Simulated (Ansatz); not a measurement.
Consider Al.

The calculation's input:

```
crystal:
  lattice:
    - [2.7702685212, 0.0, 0.0]
    - [-1.3851342606, 2.4721926481, 0.0]
    - [0.0, 0.0, 4.86685]
  atoms:
    - { symbol: Al, position: [0.6666666667, 0.3333333333, 0.75] }
    - { symbol: Al, position: [0.3333333333, 0.6666666667, 0.25] }
basis:
  ecutwfc: 420
kpoints:
  mp_grid: { grid: [18, 18, 10] }
hamiltonian:
  xc: pbe
  dispersion: d3bj
scf:
  occupations: { method: gaussian, width: 0.15 }
output:
  forces: true
  stress: true
  eigenvalues: true
  write_density: true
  write_potential: true
  elf: true
  volumetric_format: npy
```

Run with:

```sh
ansatz run input.yaml --threads 1 --pin off --max-ram 2560MiB --backend cpu --events-out ev --progress --plain --runs-dir out
```

Below, planes, directions and counts refer to the conventional cell (a = 2.77 Å, b = 4.94 Å, c = 4.87 Å, α = 90.00°, β = 90.00°, γ = 90.00°).

Space group Cmcm; a structure from a database of computed crystals, not necessarily the ambient phase; changed on purpose from its base cell (strain -0.0150 x Voigt [1, -1, 0, 0, 0, 0], atoms carried along); computed pressure about −3 GPa in this cell.

Level of theory: DFT PBE+D3(BJ), scalar-relativistic, plane waves, PAW in Ansatz 0.2.0.

> What will maps of the valence pseudo-density and electron localisation function show?

Al–Al (2.94 Å): ρ at the midpoint is about 0.18 e/Å³; the ELF is about 0.55 at the midpoint.

> Does the calculation give a band gap?

It is metallic or semimetallic at this level of theory: no gap opens.

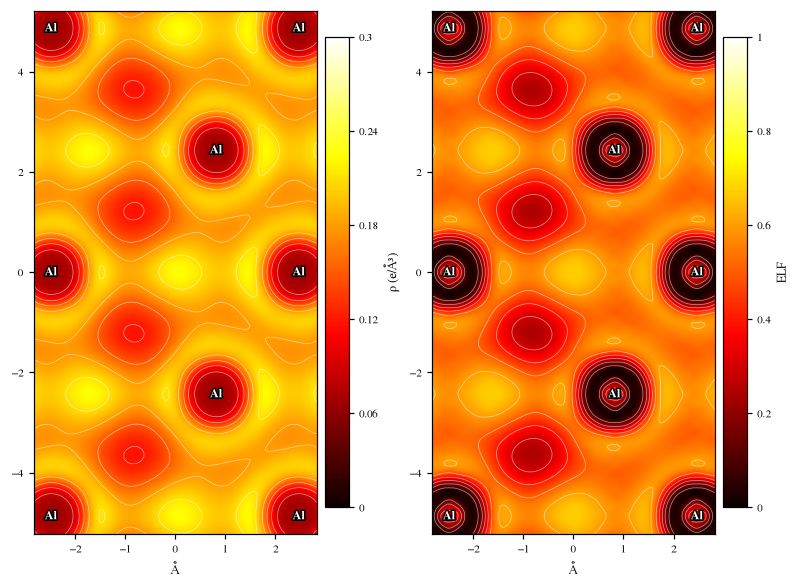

Computed valence pseudo-density and electron localisation function on the (100) plane of the conventional cell, in this order. 

Core electrons are frozen (PAW), and the valence fields are smoothed inside the atomic spheres.
